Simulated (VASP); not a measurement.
**Band-structure calculation, with input and output: KCl**

The run: band-structure calculation of KCl (R3m, 2 atoms in the cell). Method and program: DFT, PBE, plane waves, PAW (VASP 6.6.1).

The structure was built on a prototype by a generator. The geometry comes from this level: r2SCAN (a point of a series of strains). It belongs to a series of runs on one base structure; here: shear_111 strain -2.2%.

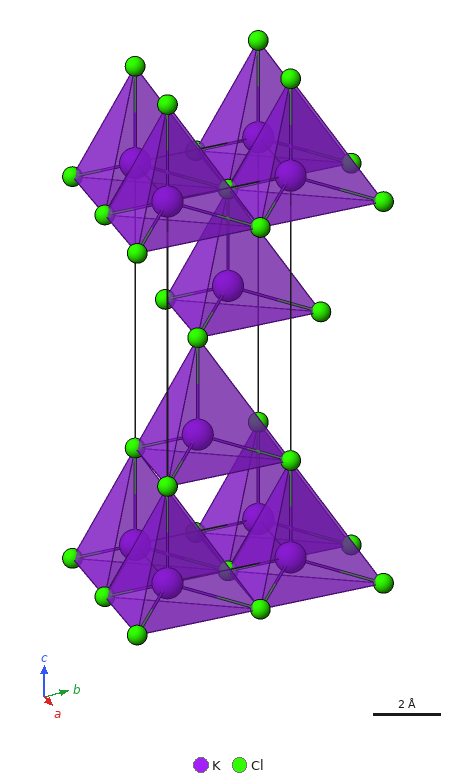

**Figure 1.** The input geometry (polyhedral view of the cell 3 times as large as that of the calculation, set on its symmetry axes, seen slightly off an axis; polyhedra are completed across the faces of the cell).

## Results in brief

- outcome: converged
- space group (tolerance 0.01 Å): R3m (160)
- electrons treated: 16
- free energy: −6.6126 eV
- Fermi energy: −2.601 eV
- band gap: 4.81 eV
- pressure: 0.58 GPa
- largest force (length of the vector): 0.002 eV/Å
- hardware: 1 CPU thread, shared host
- wall time: 52 s
- peak memory: 0.22 GiB

## INCAR
```
ENCUT = 520.000000
SIGMA = 0.020000
EDIFF = 1.00e-07
GGA = PE
PREC = Accurate
IBRION = -1
ISIF = 2
ISMEAR = -1
NBANDS = 15
NELM = 120
NSW = 0
LASPH = .TRUE.
LCHARG = .FALSE.
LWAVE = .FALSE.
LREAL = .FALSE.
```

## KPOINTS
```
KPOINTS created by Atomic Simulation Environment
0
Gamma
6 6 6
0 0 0
```

## KPOINTS_OPT
```
special points
7
Reciprocal
0.0000000000 0.0000000000 0.0000000000 1
-0.5000000000 -0.5000000000 0.0000000000 1
-0.3750000000 -0.3750000000 0.2500000000 1
-0.3750000000 0.0000000000 0.3750000000 1
0.0000000000 0.0000000000 0.5000000000 1
-0.5000000000 -0.2500000000 0.2500000000 1
0.0000000000 0.5000000000 0.5000000000 1
```

## POSCAR
```
K  Cl
 1.0000000000000000
    -0.0519077859000000    3.4553750464999999    3.4553750464999999
     3.4553750464999999   -0.0519077859000000    3.4553750464999999
     3.4553750464999999    3.4553750464999999   -0.0519077859000000
 K   Cl
   1   1
Cartesian
 -0.0123186203254604 -0.0123186203254604 -0.0123186203254604
  1.7270291971004603  1.7270291971004603  1.7270291971004603
```

Command:
```bash
mpirun -np 1 vasp_std
```

## OSZICAR
```
N       E                     dE             d eps       ncg     rms          rms(c)
DAV:   1     0.101472832512E+03    0.10147E+03   -0.66227E+03   960   0.904E+02
DAV:   2     0.800512012961E+00   -0.10067E+03   -0.92623E+02  1243   0.223E+02
DAV:   3    -0.676153274923E+01   -0.75620E+01   -0.75234E+01  1324   0.540E+01
DAV:   4    -0.708686469376E+01   -0.32533E+00   -0.32521E+00  1614   0.988E+00
DAV:   5    -0.708879123863E+01   -0.19265E-02   -0.19265E-02  1331   0.838E-01    0.357E+00
DAV:   6    -0.662481657637E+01    0.46397E+00   -0.69729E-01  1233   0.377E+00    0.278E+00
DAV:   7    -0.658472363368E+01    0.40093E-01   -0.18898E-01  1310   0.214E+00    0.168E+00
DAV:   8    -0.660803607563E+01   -0.23312E-01   -0.29736E-02  1244   0.116E+00    0.323E-01
DAV:   9    -0.660987051217E+01   -0.18344E-02   -0.19664E-03  1254   0.241E-01    0.170E-01
DAV:  10    -0.661255455463E+01   -0.26840E-02   -0.19624E-03   974   0.267E-01    0.348E-02
DAV:  11    -0.661259012645E+01   -0.35572E-04   -0.58636E-05  1240   0.523E-02    0.776E-03
DAV:  12    -0.661260218556E+01   -0.12059E-04   -0.10844E-05   988   0.266E-02    0.881E-03
DAV:  13    -0.661260281322E+01   -0.62766E-06   -0.26637E-06  1275   0.123E-02    0.266E-03
DAV:  14    -0.661260276051E+01    0.52713E-07   -0.15595E-07  1119   0.286E-03
   1 F= -.66126028E+01 E0= -.66126028E+01  d E =-.886123E-12
       N       E                     dE             ncg
DAV:   1     0.164181009294E+02   -0.33600E+04      210
DAV:   2    -0.646970848310E+03   -0.66339E+03      266
DAV:   3    -0.696459583548E+03   -0.49489E+02      301
DAV:   4    -0.698555953063E+03   -0.20964E+01      338
DAV:   5    -0.698569657622E+03   -0.13705E-01      301
DAV:   6    -0.698570042787E+03   -0.38516E-03      292
DAV:   7    -0.698570046658E+03   -0.38715E-05      317
DAV:   8    -0.698570046749E+03   -0.90958E-07      260
```

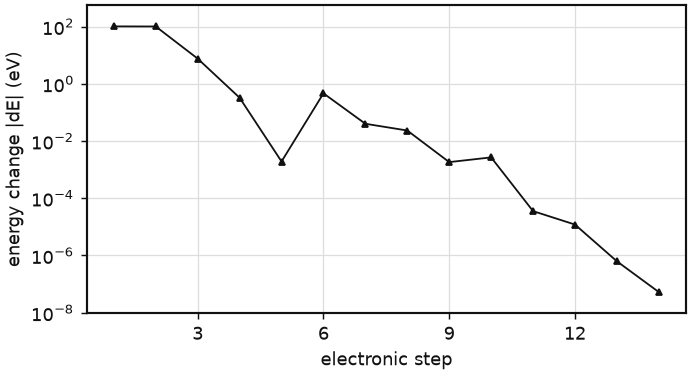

**Figure 2.** Convergence of the self-consistent field: energy change |dE| against the electronic step. It takes 14 electronic steps. The density is held fixed in the first few steps, and dE rises again when its update begins.

## Parts of OUTCAR
```
k-points           NKPTS =     32   k-points in BZ     NKDIM =     32   number of bands    NBANDS=     15

   NELECT =      16.0000    total number of electrons

   dimension x,y,z NGX =    36 NGY =   36 NGZ =   36
   dimension x,y,z NGXF=    72 NGYF=   72 NGZF=   72

  energy-cutoff  :      520.00
  volume of cell :       84.37
      direct lattice vectors                 reciprocal lattice vectors
    -0.051907786  3.455375046  3.455375046    -0.141481602  0.143639401  0.143639401
     3.455375046 -0.051907786  3.455375046     0.143639401 -0.141481602  0.143639401
     3.455375046  3.455375046 -0.051907786     0.143639401  0.143639401 -0.141481602

 k-points in reciprocal lattice and weights: KPOINTS created by Atomic Simulation Env
   0.00000000  0.00000000  0.00000000       0.005
   0.16666667 -0.00000000 -0.00000000       0.028
   0.33333333  0.00000000  0.00000000       0.028
   0.50000000  0.00000000  0.00000000       0.014
   0.16666667  0.16666667 -0.00000000       0.028
   0.33333333  0.16666667 -0.00000000       0.056
   0.50000000  0.16666667  0.00000000       0.056
  -0.33333333  0.16666667 -0.00000000       0.056
  -0.16666667  0.16666667  0.00000000       0.028
   0.33333333  0.33333333  0.00000000       0.028
   0.50000000  0.33333333 -0.00000000       0.056
  -0.33333333  0.33333333  0.00000000       0.028
   0.50000000  0.50000000  0.00000000       0.014
   0.16666667  0.16666667  0.16666667       0.009
   0.33333333  0.16666667  0.16666667       0.028
   0.50000000  0.16666667  0.16666667       0.028
  -0.33333333  0.16666667  0.16666667       0.028
  -0.16666667  0.16666667  0.16666667       0.028
   0.33333333  0.33333333  0.16666667       0.028
   0.50000000  0.33333333  0.16666667       0.056
  -0.33333333  0.33333333  0.16666667       0.056
  -0.16666667  0.33333333  0.16666667       0.056
   0.50000000  0.50000000  0.16666667       0.028
  -0.33333333  0.50000000  0.16666667       0.056
  -0.16666667  0.50000000  0.16666667       0.028
  -0.33333333 -0.33333333  0.16666667       0.028
   0.33333333  0.33333333  0.33333333       0.009
   0.50000000  0.33333333  0.33333333       0.028
  -0.33333333  0.33333333  0.33333333       0.028
   0.50000000  0.50000000  0.33333333       0.028
  -0.33333333  0.50000000  0.33333333       0.028
   0.50000000  0.50000000  0.50000000       0.005

 E-fermi :  -2.6006

 k-point     1 :       0.0000    0.0000    0.0000
  band No.  band energies     occupation
      1     -30.3376      2.00000
      2     -14.9109      2.00000
      3     -13.8379      2.00000
      4     -13.8359      2.00000
      5     -13.8359      2.00000
      6      -3.2082      2.00000
      7      -3.2082      2.00000
      8      -3.1783      2.00000
      9       1.6646      0.00000
     10       6.2547      0.00000
     11       6.2547      0.00000
     12       7.2434      0.00000
     13       7.3111      0.00000
     14       7.3111      0.00000
     15       8.2736      0.00000

 k-point     2 :       0.1667   -0.0000   -0.0000
  band No.  band energies     occupation
      1     -30.3368      2.00000
      2     -14.9666      2.00000
      3     -13.8408      2.00000
      4     -13.8386      2.00000
      5     -13.7746      2.00000
      6      -3.3018      2.00000
      7      -3.1972      2.00000
      8      -3.1743      2.00000
      9       2.0994      0.00000
     10       5.9581      0.00000
     11       6.0175      0.00000
     12       6.9483      0.00000
     13       7.4871      0.00000
     14       7.6699      0.00000
     15       7.6976      0.00000

 k-point     3 :       0.3333    0.0000    0.0000
  band No.  band energies     occupation
      1     -30.3351      2.00000
      2     -15.0627      2.00000
      3     -13.8466      2.00000
      4     -13.8439      2.00000
      5     -13.6682      2.00000
      6      -3.4529      2.00000
      7      -3.1758      2.00000
      8      -3.1618      2.00000
      9       3.1011      0.00000
     10       5.5602      0.00000
     11       5.7490      0.00000
     12       5.9153      0.00000
     13       7.4229      0.00000
     14       7.4722      0.00000
     15       7.6185      0.00000

 k-point     4 :       0.5000    0.0000    0.0000
  band No.  band energies     occupation
      1     -30.3343      2.00000
      2     -15.1052      2.00000
      3     -13.8494      2.00000
      4     -13.8466      2.00000
      5     -13.6209      2.00000
      6      -3.5122      2.00000
      7      -3.1656      2.00000
      8      -3.1558      2.00000
      9       4.1620      0.00000
     10       4.3301      0.00000
     11       5.7370      0.00000
     12       5.9684      0.00000
     13       7.2562      0.00000
     14       7.3400      0.00000
     15       7.9716      0.00000

 k-point     5 :       0.1667    0.1667   -0.0000
  band No.  band energies     occupation
      1     -30.3365      2.00000
      2     -14.9823      2.00000
      3     -13.8443      2.00000
      4     -13.8431      2.00000
      5     -13.7515      2.00000
      6      -3.3236      2.00000
      7      -3.1979      2.00000
      8      -3.1774      2.00000
      9       2.2465      0.00000
     10       5.3658      0.00000
     11       6.4973      0.00000
     12       7.2979      0.00000
     13       7.5003      0.00000
     14       7.5160      0.00000
     15       7.9954      0.00000

 [... the levels of 26 k-points are left out ...]

 k-point    32 :       0.5000    0.5000    0.5000
  band No.  band energies     occupation
      1     -30.3340      2.00000
      2     -15.0917      2.00000
      3     -13.8484      2.00000
      4     -13.8484      2.00000
      5     -13.6425      2.00000
      6      -3.4943      2.00000
      7      -3.1814      2.00000
      8      -3.1814      2.00000
      9       4.2380      0.00000
     10       4.3691      0.00000
     11       5.8293      0.00000
     12       5.8293      0.00000
     13       7.3831      0.00000
     14       7.3831      0.00000
     15       8.0934      0.00000

  Total        0.3064375      0.3064375      0.3064375      0.0186164      0.0186164      0.0186164
  in kB        5.8191567      5.8191567      5.8191567      0.3535201      0.3535201      0.3535201
  external PRESSURE =       5.8191567 kB  Pullay stress =       0.0000000 kB

 POSITION                                       TOTAL-FORCE (eV/Angst)
 -----------------------------------------------------------------------------------
      6.84652      6.84652      6.84652        -0.001115     -0.001115     -0.001115
      1.72703      1.72703      1.72703         0.001115      0.001115      0.001115
 -----------------------------------------------------------------------------------
    total drift:                               -0.000040     -0.000040     -0.000040

  FREE ENERGIE OF THE ION-ELECTRON SYSTEM (eV)
  ---------------------------------------------------
  free  energy   TOTEN  =        -6.6126027605 eV

  energy  without entropy=       -6.6126027605  energy(sigma->0) =       -6.61260276
```

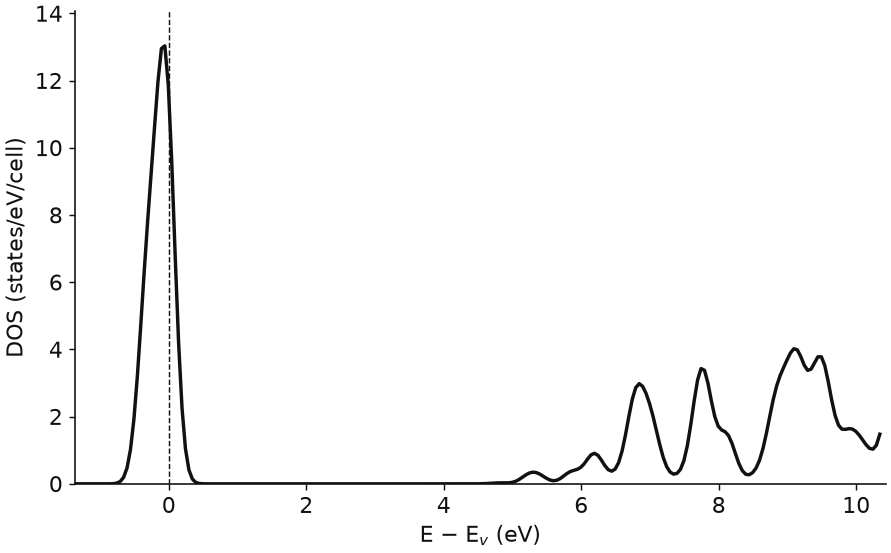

**Figure 3.** Density of states (the curve is built from the levels of the k mesh with Gaussians 0.3 eV wide, which also blur the band edges), with energies from the valence-band top. There is a gap of 4.81 eV on the k-point mesh. Small ripples come from the finite k-point mesh.
